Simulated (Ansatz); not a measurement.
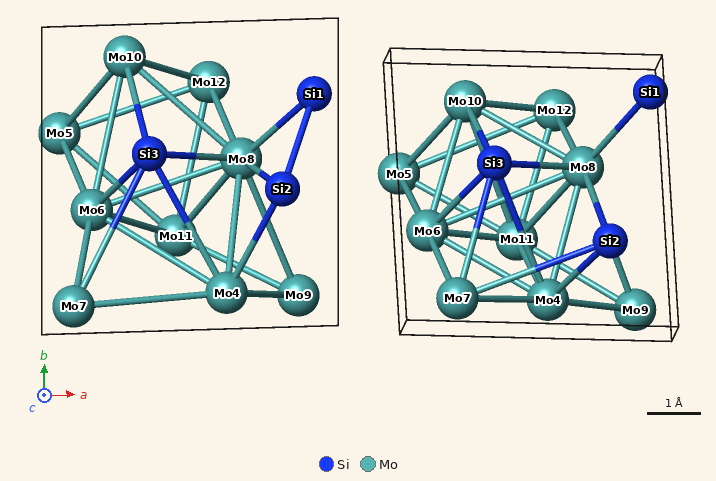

Two geometries of an amorphous cell of composition SiMo3 (coarse preliminary run), drawn at one scale. One is the start of a relaxation, the other its converged end. A ball-and-stick model of the cell of the calculation, seen along the c axis.

Computed with DFT PBE, scalar-relativistic, plane waves, PAW (Ansatz). Set-up: plane-wave cutoff 420 eV; k-point mesh 2 × 2 × 2; occupations gaussian; smearing width 0.1 eV; mesh shifted by (0.5, 0.5, 0.5); no spin polarisation; cell and atoms relaxed; force threshold 0.04 eV/Å; at most 70 steps.

Question: Which of the two is the end point?

Answer: The right one is the relaxed one. Case: atoms packed at random at 1.25 times the crystal's volume. The energy falls by 8.289 eV per cell of the calculation in 13 accepted moves (14 points after the start). Largest force component: 2.6 eV/Å at the start, 0.017 eV/Å at the end. Pressure: −25.05 GPa at the start and 0.00 GPa at the end. At 1 point the geometry stayed and the basis and grid were re-selected for the new cell (energy shift of 5.8 meV per cell of the calculation at most each time). The atom that moves furthest relative to the cell is Mo7 (0.76 Å along [1 0 1]). Largest moves by element: Mo 0.76 Å, Si 0.69 Å. The volume changes by −18.3 %, with a 5.711 → 5.253 Å (−8.0 %), b 5.900 → 5.238 Å (−11.2 %), c 6.601 → 6.710 Å (+1.6 %), α 88.7° → 83.4°, β 85.2° → 82.3°, γ 88.1° → 94.4°. Near-neighbour distances that change, for instance: Si1–Mo6 4.233 → 2.590 Å, Si1–Mo4 4.615 → 3.131 Å, Si1–Si2 4.280 → 2.945 Å, Mo4–Mo7 3.056 → 4.334 Å. New bonds form, among them: Mo10–Mo11 (4.25 → 3.10 Å), Mo4–Mo11 (another periodic image) (4.22 → 3.09 Å), Mo4–Mo8 (3.75 → 3.08 Å), Mo5–Mo7 (3.74 → 3.08 Å). Bonds break, among them: Mo4–Mo11 (3.03 → 4.18 Å), Mo4–Mo7 (3.06 → 4.33 Å), Mo7–Mo10 (3.03 → 4.18 Å), Si1–Si2 (2.19 → 3.12 Å).

Limits of the set-up: the periodic images lie only 5.7 Å apart, so the values are limited by the cell's size.
